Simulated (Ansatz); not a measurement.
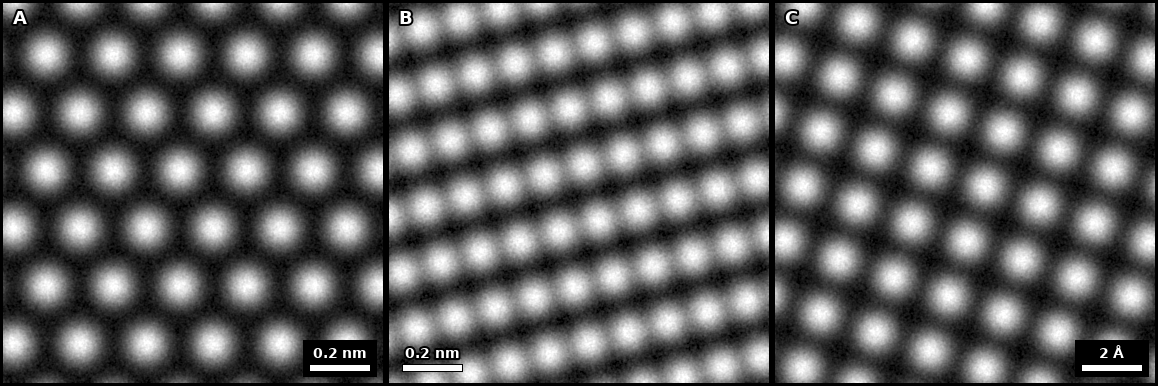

Three views of Ni (Im-3m, No. 229) along different zone axes. The image is simulated as a sum over atoms of Z^1.7, blurred by a 0.94 Å probe (no channelling). The probe carries 15 % of its weight in a tail 2.5 times as wide. The display is stretched by a gamma of 0.65; percentages refer to the linear signal. Shot noise was added. Model: coordinates from a relaxation with Ansatz 0.2.0, DFT, PBE, plane waves (420 eV) with PAW, scalar-relativistic; the starting structure was generated, so it need not be a known form of this composition.

Space group Im-3m (No. 229). a = 2.796 Å, b = 2.796 Å, c = 2.796 Å, α = 90.00°, β = 90.00°, γ = 90.00°
| atom | site | symmetry | x | y | z |
| --- | --- | --- | --- | --- | --- |
| Ni | 2a | m-3m | 0.0000 | 0.0000 | 0.0000 |

### Match the panels to the zone axes [001], [110] and [111].

A is [111]: projected cell 2.28 × 2.28 Å, 120°, plane group p6mm. B is [110]: projected cell 1.40 × 1.98 Å, 90°, plane group p2mm. C is [001]: projected cell 1.98 × 1.98 Å, 90°, plane group p4mm.
